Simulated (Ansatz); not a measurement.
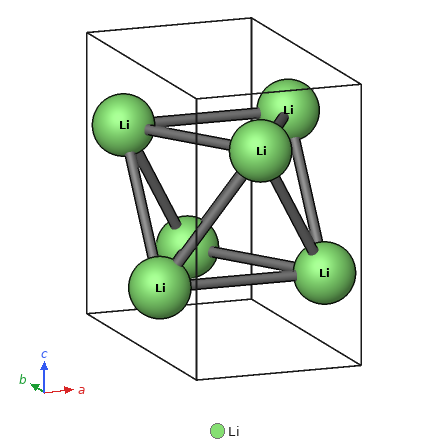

System: Li, space group Cmcm (No. 63). The picture shows the conventional cell.

Input of the run:
```
crystal:
  lattice:
    - [7.6348421876, -2.6521386727, 0.0]
    - [7.6348421876, 2.6521386727, 0.0]
    - [0.0, 0.0, 5.0091029353]
  atoms:
    - { symbol: Li, position: [0.934135341, 0.2658627583, 0.25] }
    - { symbol: Li, position: [0.065864659, 0.7341372417, 0.75] }
    - { symbol: Li, position: [0.2658627583, 0.934135341, 0.75] }
    - { symbol: Li, position: [0.7341372417, 0.065864659, 0.25] }
    - { symbol: Li, position: [0.3341285952, 0.6658714048, 0.25] }
    - { symbol: Li, position: [0.6658714048, 0.3341285952, 0.75] }
    - { symbol: Li, position: [0.5341267974, 0.8658727296, 0.25] }
    - { symbol: Li, position: [0.4658732026, 0.1341272704, 0.75] }
    - { symbol: Li, position: [0.8658727296, 0.5341267974, 0.75] }
    - { symbol: Li, position: [0.1341272704, 0.4658732026, 0.25] }
basis:
  ecutwfc: 420
kpoints:
  mp_grid: { grid: [8, 8, 8] }
hamiltonian:
  xc: pbe
scf:
  occupations: { method: fermi_dirac, width: 0.15 }
output:
  eigenvalues: true
phonons:
  method: dfpt
  eigenvectors: true
```

Launched with:
```bash
ansatz run input.yaml --threads 1 --pin off --max-ram 2560MiB --backend cpu --events-out ev --progress --plain --runs-dir out
```

Method: harmonic phonon frequencies at the zone centre with atoms at rest in the given cell, without the long-range term of polar modes, the three translations left out, imaginary frequencies are negative; plane waves with PAW datasets, Γ-centred k mesh (Ansatz 0.2.0). Level: PBE, no spin polarisation.

wave cutoff 420 eV; k mesh 8×8×8; occupations Fermi–Dirac; smearing width 0.15 eV; pressure 0 GPa; phonon method linear response.

Describe the result: the zone-centre optical phonon frequencies (the three acoustic modes are left out).

No frequency is imaginary, so the structure is stable to these displacements (zone-boundary modes weren't tested here). The highest mode lies at 314.8 cm⁻¹.

| frequency (cm⁻¹) |
| --- |
| 122.6 |
| 124.9 |
| 146.6 |
| 146.6 |
| 175.5 |
| 175.5 |
| 210.2 |
| 210.2 |
| 210.2 |
| 210.2 |
| 212.8 |
| 212.8 |
| 256.2 |
| 256.2 |
| 266.4 |
| 266.4 |
| 277.7 |
| 277.7 |
| 293.0 |
| 293.0 |
| 295.2 |
| 295.2 |
| 296.9 |
| 296.9 |
| 301.9 |
| 301.9 |
| 314.8 |

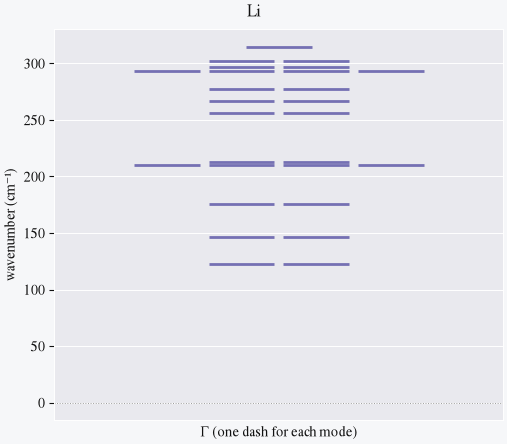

Note: metal sensitive to the k mesh; structure snapped to symmetry.
